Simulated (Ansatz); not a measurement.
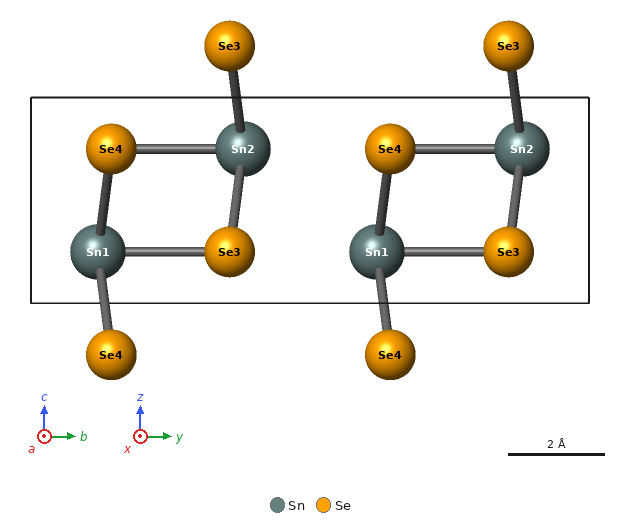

A scan of solid SnSe (Cmcm): the cell is strained in shear in the yz plane, with the atoms kept at their fractional coordinates. x, y and z are the Cartesian axes of the input. The picture shows the reference cell. The picture is a ball-and-stick view of the conventional cell (2 times the calculation's cell), repeated 1 × 1 × 1 with one cell outlined, seen along the a axis. Lengths and directions refer to the drawn axes.

Method: DFT LDA, scalar-relativistic, plane waves, PAW in Ansatz. (plane-wave cutoff 420 eV; k-point mesh 8 × 8 × 6; occupations gaussian; smearing width 0.05 eV; no spin polarisation). Energies (free energies at the smearing named) are counted from the cell as listed in its source, which wasn't relaxed.

Input file:
```yaml
crystal:
  lattice:
    - [2.155, -5.8525, 0.0]
    - [2.155, 5.8525, 0.0]
    - [0.0, 0.0, 4.318]
  atoms:
    - { symbol: Sn, position: [0.88, 0.12, 0.25] }
    - { symbol: Sn, position: [0.12, 0.88, 0.75] }
    - { symbol: Se, position: [0.644, 0.356, 0.25] }
    - { symbol: Se, position: [0.356, 0.644, 0.75] }
basis:
  ecutwfc: 420
kpoints:
  mp_grid: { grid: [8, 8, 6] }
hamiltonian:
  xc: lda
scf:
  occupations: { method: gaussian, width: 0.05 }
output:
  forces: true
  stress: true
  eigenvalues: true
```

Q: What energies does the calculation give (the strain: −0.060, −0.030, 0.000, 0.015, 0.045)?

A:
```tsv
engineering shear strain	ΔE (meV/atom)
−0.060	4.76
−0.030	1.18
0.000	0.00
0.015	0.30
0.045	2.67
```

The lowest computed point lies at the strain 0.00 (0.00 meV/atom). At the ends of the scan the energy is 4.76 meV/atom (−0.06) and 2.67 meV/atom (0.045). The unrelaxed reference is under a pressure of −4.7 GPa. The distortion takes the space group from Cmcm to C2/m. At the strain −0.06 the cell of the drawing goes b 11.705 → 11.710 Å, c 4.318 → 4.320 Å, α 90.0° → 93.4°.

The computed profile:

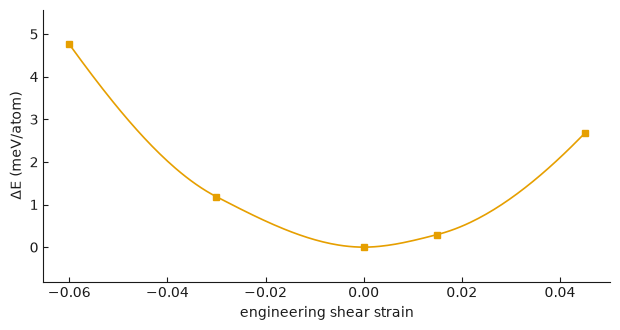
